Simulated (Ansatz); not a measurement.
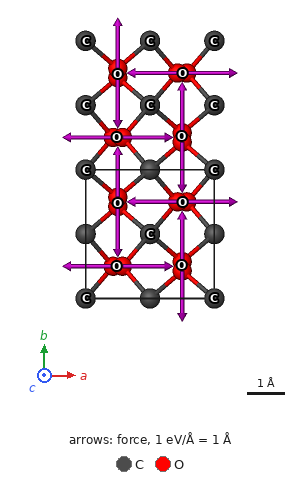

Starting geometry of crystalline CO2 (built on the measured structure type) with the computed forces as purple arrows. A ball-and-stick model of the conventional cell (2 times the calculation's cell), repeated 1 × 2 × 1 with one cell outlined, seen along the c axis. Lengths and directions refer to the drawn axes.

The calculation used DFT, PBE, plane waves, PAW in Ansatz 0.2.0. Set-up: plane-wave cutoff 420 eV; k-point mesh 10 × 10 × 10; occupations fermi dirac; smearing width 0.02 eV; no spin polarisation; cell and atoms relaxed; force threshold 0.005 eV/Å.

Question: Is this structure relaxed? If not, where do the atoms go?

Answer: It isn't relaxed: the largest force vector, on O atoms, is 1.41 eV/Å. The atoms end up moving mostly along the starting forces (cosine between the two patterns 1.00). After 10 accepted moves (14 points after the start) the energy has fallen by 223 meV per atom. The largest force component goes from 1.4 to 0.00043 eV/Å. Pressure: 38.02 GPa at the start and 0.00 GPa at the end. The line search rejected the trial step at point 3 of the run. At 3 points the geometry stayed and the basis and grid were re-selected for the new cell (energy shift of 31.2 meV per atom at most each time). The largest moves relative to the cell, 0.20 Å, are those of O atoms. C stays in place. The volume changes by +26.0 %, with a = b 3.552 → 3.964 Å (+11.6 %), c 5.918 → 5.984 Å (+1.1 %). Near-neighbour distances that change, for instance: C–O 1.383 → 1.402 Å. Bond angles that change, for instance: C–O–C 113.3° → 124.6°. The space group stays I-42d (No. 122). Cost: 31 s on 4 threads of Arm Neoverse V1, on a shared host, peak memory 0.45 GiB.
